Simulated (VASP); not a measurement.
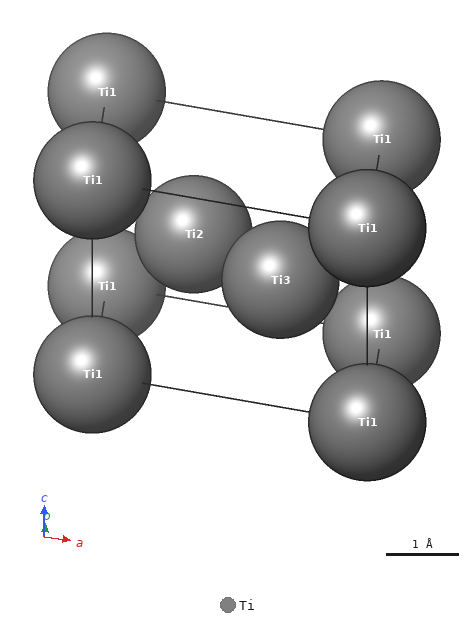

Fig. 1: The structure of run A (spheres-only view of the cell of the calculation, seen at an oblique angle; atoms are numbered from 1 in the order of the input).

## Two runs on Ti

System: Ti (P6/mmm, 3 atoms in the cell).
Method of run A: Kohn-Sham DFT of a periodic cell, LDA, VASP PAW LDA potentials, recommended, no spin polarisation (VASP 6.6.1).

The structure derives from a Materials Project entry. 

### INCAR, run A
```
SYSTEM = Ti
  ALGO = Normal
  EDIFF = 1E-7
  EDIFFG = -0.005
  ENCUT = 600
  GGA = CA
  IBRION = 2
  ISIF = 3
  ISMEAR = 0
  LASPH = .True.
  LCHARG = .False.
  LREAL = .False.
  LWAVE = .False.
  NELM = 60
  NSW = 90
  PREC = Accurate
  SIGMA = 0.1
```

### KPOINTS, run A
```
k-points
0
Gamma
  12 12 14
  0 0 0
```

### POSCAR, run A
```
Ti
1.0
    4.5673748300      0.0000000000      0.0000000000
   -2.2836874200      3.9554626300      0.0000000000
    0.0000000000      0.0000000000      2.8262442700
Ti
3
Direct
    0.0000000000      0.0000000000      0.0000000000
    0.3333333300      0.6666666700      0.5000000000
    0.6666666700      0.3333333300      0.5000000000
```

Launched with:
```bash
cat potpaw_LDA.64/Ti_sv/POTCAR > POTCAR
mpirun -np 1 vasp_std > vasp.out
```

Hardware: 1 thread of Intel Xeon (Granite Rapids), 64 GiB of memory available, shared host.

### OSZICAR and lines of OUTCAR (run A)
```
N       E                     dE             d eps       ncg     rms          rms(c)
DAV:   1     0.441628761645E+03    0.44163E+03   -0.20731E+04  6688   0.221E+03
DAV:   2     0.223454696262E+02   -0.41928E+03   -0.41516E+03  6742   0.595E+02
DAV:   3    -0.243803581476E+02   -0.46726E+02   -0.45896E+02 12742   0.165E+02
DAV:   4    -0.286938917834E+02   -0.43135E+01   -0.42771E+01 10136   0.423E+01
DAV:   5    -0.288901619712E+02   -0.19627E+00   -0.19616E+00 10482   0.823E+00    0.147E+01
DAV:   6    -0.256374986116E+02    0.32527E+01   -0.12175E+01  8584   0.365E+01    0.364E+00
DAV:   7    -0.256108148084E+02    0.26684E-01   -0.13087E+00  9938   0.822E+00    0.238E+00
[...]
DAV:   1    -0.257264468268E+02   -0.28491E-03   -0.70219E-03  8756   0.105E+00    0.141E-01
DAV:   2    -0.257261844388E+02    0.26239E-03   -0.13943E-03  9620   0.405E-01    0.449E-02
DAV:   3    -0.257262003173E+02   -0.15879E-04   -0.53627E-04  9934   0.251E-01    0.555E-02
DAV:   4    -0.257261633603E+02    0.36957E-04   -0.34188E-04  9378   0.198E-01    0.126E-02
DAV:   5    -0.257261674869E+02   -0.41266E-05   -0.23689E-05  9466   0.429E-02    0.532E-03
DAV:   6    -0.257261699728E+02   -0.24859E-05   -0.38829E-06 10752   0.141E-02    0.544E-03
DAV:   7    -0.257261725108E+02   -0.25380E-05   -0.41224E-06  9960   0.130E-02    0.139E-03
DAV:   8    -0.257261727502E+02   -0.23940E-06   -0.77237E-07  9560   0.550E-03    0.136E-03
DAV:   9    -0.257261728382E+02   -0.88063E-07   -0.13245E-07  4740   0.288E-03
   8 F= -.25726173E+02 E0= -.25718869E+02  d E =-.243159E-04
[... from OUTCAR:]
  free energy    TOTEN  =       -25.72617284 eV
  energy without entropy =      -25.71156577  energy(sigma->0) =      -25.71886931
 E-fermi :   8.9931     XC(G=0): -12.2357     alpha+bet :-17.4342
  free  energy   TOTEN  =       -25.7261728382 eV
  energy  without entropy=      -25.7115657750  energy(sigma->0) =      -25.71886931
```

For run B the input was changed thus:
```diff
-  GGA = CA
+  GGA = PS
```

Predict how the results change.

The total energies belong to different methods, so their difference says nothing on which is more stable or more accurate. The volume per atom goes from 15.83 to 16.44 Å³. The functional changes from LDA to PBEsol. The SCF takes 73 iterations over all geometry steps against 86.

### OSZICAR and lines of OUTCAR (run B)
```
N       E                     dE             d eps       ncg     rms          rms(c)
DAV:   1     0.443975654873E+03    0.44398E+03   -0.20693E+04  6688   0.223E+03
DAV:   2     0.235100707985E+02   -0.42047E+03   -0.41628E+03  6736   0.597E+02
DAV:   3    -0.240049855936E+02   -0.47515E+02   -0.46652E+02 12752   0.168E+02
DAV:   4    -0.284063453369E+02   -0.44014E+01   -0.43620E+01 10152   0.429E+01
DAV:   5    -0.286072080101E+02   -0.20086E+00   -0.20077E+00 10444   0.840E+00    0.157E+01
DAV:   6    -0.250454477019E+02    0.35618E+01   -0.12964E+01  8354   0.383E+01    0.381E+00
DAV:   7    -0.250288623632E+02    0.16585E-01   -0.16357E+00 10148   0.104E+01    0.265E+00
[...]
DAV:   1    -0.250661027506E+02   -0.56004E-03   -0.14130E-02  8896   0.150E+00    0.200E-01
DAV:   2    -0.250655742189E+02    0.52853E-03   -0.29217E-03  9618   0.579E-01    0.643E-02
DAV:   3    -0.250656292436E+02   -0.55025E-04   -0.13075E-03  9910   0.386E-01    0.887E-02
DAV:   4    -0.250655314899E+02    0.97754E-04   -0.84234E-04  9570   0.309E-01    0.173E-02
DAV:   5    -0.250655392119E+02   -0.77220E-05   -0.50923E-05  9476   0.604E-02    0.751E-03
DAV:   6    -0.250655434153E+02   -0.42034E-05   -0.75459E-06 10862   0.201E-02    0.768E-03
DAV:   7    -0.250655473084E+02   -0.38931E-05   -0.82091E-06  9848   0.183E-02    0.186E-03
DAV:   8    -0.250655475301E+02   -0.22175E-06   -0.15977E-06 10506   0.783E-03    0.192E-03
DAV:   9    -0.250655474503E+02    0.79866E-07   -0.26235E-07  5334   0.397E-03
   7 F= -.25065547E+02 E0= -.25058739E+02  d E =-.473214E-05
[... from OUTCAR:]
  free energy    TOTEN  =       -25.06554745 eV
  energy without entropy =      -25.05193139  energy(sigma->0) =      -25.05873942
 E-fermi :   8.6820     XC(G=0): -11.8999     alpha+bet :-17.0863
  free  energy   TOTEN  =       -25.0655474503 eV
  energy  without entropy=      -25.0519313906  energy(sigma->0) =      -25.05873942
```

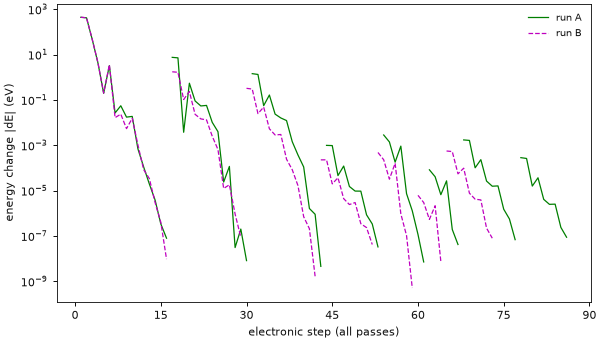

Fig. 2: Convergence of the two runs: energy change |dE| against the electronic step. A break in a curve parts two SCF passes. Run A takes 86 steps in all, and run B takes 73.

### The two runs side by side

```tsv
quantity	run A	run B
outcome	converged	converged
free energy per atom (eV)	−8.5754	−8.3552
energy per atom, smearing taken to zero (eV)	−8.5730	−8.3529
gap on the mesh (eV)	0.00	0.00
pressure (GPa)	−0.01	−0.04
volume per atom (Å³)	15.83	16.44
largest force (eV/Å)	0.000	0.000
SCF iterations	86	73
irreducible k-points	152	152
```

For run A: The volume changed by more than 5 % on the plane waves of the start, so the result carries a basis error; a second relaxation from the end is advised.
